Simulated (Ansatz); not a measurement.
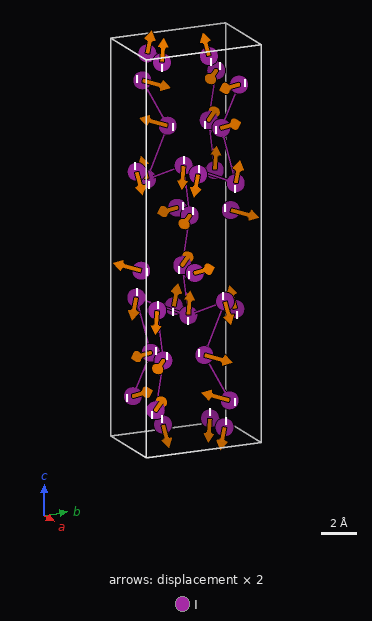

This is a relaxation of a crystal of I (built on the alpha-boron_166 type) (coarse preliminary run). The starting structure is drawn; orange arrows show the displacements (the part carried along by the change of the cell is left out), 2 times their true length.

A ball-and-stick model of the conventional cell (3 times the calculation's cell), seen slightly off an axis. Lengths and directions refer to the drawn axes.

Case: alpha-boron type (R-3m, No. 166).

The calculation used DFT PBEsol, scalar-relativistic, plane waves, PAW in Ansatz.

Input file:
```yaml
crystal:
  lattice:
    - [4.5926114797, 2.6515454741, 7.8322495463]
    - [-4.5926114797, 2.6515454741, 7.8322495463]
    - [0.0, -5.303090948, 7.8322495463]
  atoms:
    - { symbol: I, position: [0.01019, 0.65361, 0.01019] }
    - { symbol: I, position: [0.01019, 0.01019, 0.65361] }
    - { symbol: I, position: [0.65361, 0.01019, 0.01019] }
    - { symbol: I, position: [0.98981, 0.34639, 0.98981] }
    - { symbol: I, position: [0.34639, 0.98981, 0.98981] }
    - { symbol: I, position: [0.98981, 0.98981, 0.34639] }
    - { symbol: I, position: [0.22118, 0.6306, 0.22118] }
    - { symbol: I, position: [0.22118, 0.22118, 0.6306] }
    - { symbol: I, position: [0.6306, 0.22118, 0.22118] }
    - { symbol: I, position: [0.77882, 0.3694, 0.77882] }
    - { symbol: I, position: [0.3694, 0.77882, 0.77882] }
    - { symbol: I, position: [0.77882, 0.77882, 0.3694] }
basis:
  ecutwfc: 420
kpoints:
  mp_grid: { grid: [3, 3, 3] }
hamiltonian:
  xc: pbesol
scf:
  occupations: { method: gaussian, width: 0.1 }
  lower_state_search: "off"
output:
  forces: true
  stress: true
  eigenvalues: true
relax:
  adjacent_minimum: "off"
  f_tol: 0.04
  max_steps: 70
  cell: { stress_tol: 0.4 }
```

**What happened in the run?**

The largest moves relative to the cell, 0.94 Å, are those of I1, I2, I3, I4, I5 and I6. I6 goes roughly along [−1 −2 0]. The drawn cell changes as follows: a = b 9.185 → 8.813 Å (−4.1 %), c 23.497 → 28.041 Å (+19.3 %); the volume changes by +9.9 %. Among the contacts that change: I1–I2 3.275 → 4.707 Å, I1–I11 3.375 → 4.519 Å, I10–I11 3.761 → 3.263 Å, I1–I4 3.121 → 2.731 Å. Bond angles that change, for instance: I5–I3–I9 129.2° → 178.8°, I3–I9–I10 60.5° → 88.2°, I10–I9–I12 108.9° → 119.8°. The space group stays R-3m (No. 166). After 10 accepted moves (12 points after the start) the energy has fallen by 378 meV per atom. Largest force component: 0.89 eV/Å at the start, 0.015 eV/Å at the end. Pressure: 0.87 GPa at the start and 0.01 GPa at the end. The SCF was repeated twice at an unchanged geometry on a basis and grid sized afresh for the cell, which shifted the energy by 3.4 meV per atom at most.
